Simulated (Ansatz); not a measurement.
```xyz
6
Lattice="0.0000 2.2489 -2.2489 2.2489 0.0000 2.2489 4.4979 -4.4979 -4.4979" Properties=species:S:1:pos:R:3 pbc="T T T"
Ga    4.4979   -2.2490   -2.2489
Ga    2.2489    0.0000   -2.2489
Ga    0.0000    0.0000    0.0000
N     3.4239   -3.4239   -3.4239
N     3.4239   -1.1750   -1.1750
N     1.1750    1.0740   -1.1750
```

Space group R3m; a structure from a database of computed crystals, not necessarily the ambient phase; changed on purpose from its base cell (all N atoms moved +0.087 Å, as atom 2 towards its neighbour atom 1 (Ga) at 1.948 A); not relaxed (largest force 1.4 eV/Å).

Level of theory: Ansatz, DFT r2SCAN, scalar-relativistic, plane waves, PAW.

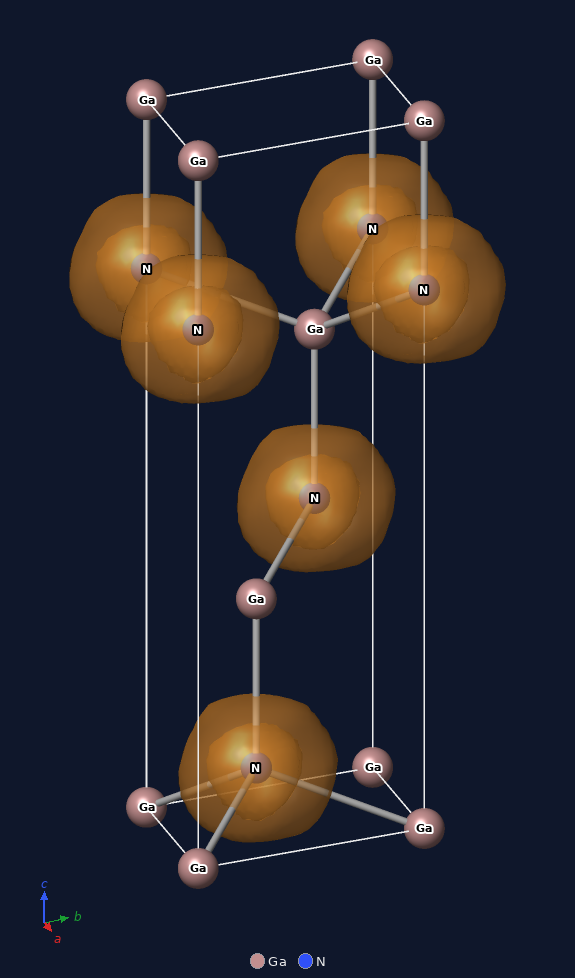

GaN. Isosurface of the ELF at 0.75 (orange), seen slightly off an axis. Core shells and regions of very low density are left out. Sticks mark near contacts.

> Where are the electrons localised?

The surface consists of three regions wrapped around N (the valence shell of each), counted in one cell of 6 atoms. Regions shared between cells count once. Along the contacts the grid gives the following. Ga–N (1.86 Å): the ELF peaks at about 0.85 in the valence shell of N, 0.7 Å from its nucleus, and is about 0.50 at the midpoint. Ga–N (1.98 Å): the ELF peaks at about 0.85 in the valence shell of N, 0.7 Å from its nucleus, and is about 0.45 at the midpoint.

> Does the calculation give a band gap?

It is gapped, with a Kohn–Sham gap of 2.1 eV on the k-point mesh (the band edges may lie off the mesh, which would make the gap smaller).
